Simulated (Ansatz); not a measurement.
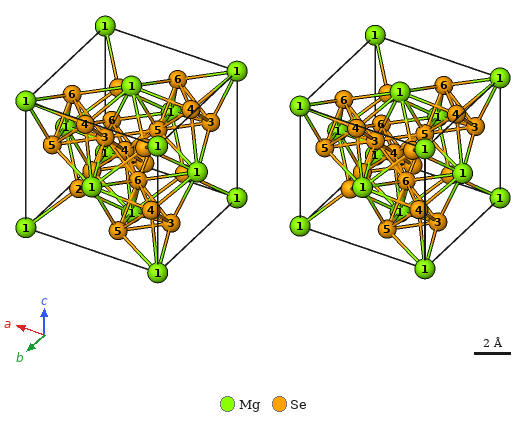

Two geometries of solid MgSe5 (a generated structure, set up in F-43m) (coarse preliminary run), drawn at one scale. One is the start of a relaxation, the other its converged end. A ball-and-stick model of the conventional cell (4 times the calculation's cell), seen from a free direction. Lengths and directions refer to the drawn axes.

Method: DFT PBE, scalar-relativistic, plane waves, PAW (Ansatz 0.2.0). (plane-wave cutoff 420 eV; k-point mesh 4 × 4 × 4; occupations gaussian; smearing width 0.1 eV; no spin polarisation; cell and atoms relaxed; force threshold 0.04 eV/Å; at most 70 steps)

Question: Which geometry has the lower energy?

Answer: The right one is the relaxed one. The largest moves relative to the cell, 0.021 Å, are those of Se3, Se4, Se5 and Se6. Se3 goes along [−1 −1 −1]. Mg stays in place. Cell: a = b = c 8.596 → 8.139 Å (−5.3 %). Volume −15.1 %. Among the contacts that change: Mg1–Se2 3.722 → 3.524 Å, Se3–Se4 3.039 → 2.844 Å, Mg1–Se3 3.564 → 3.378 Å, Se3–Se4 (another image) 3.039 → 2.912 Å. The space group stays F-43m (No. 216). Over 2 accepted moves (3 points after the start) the energy falls by 0.527 eV per cell of the calculation. The largest force component goes from 0.059 to 0.0056 eV/Å. The pressure goes from −6.11 to 0.18 GPa. At 1 point the geometry stayed and the basis and grid were re-selected for the new cell (energy shift of 1.3 meV per cell of the calculation at most each time).
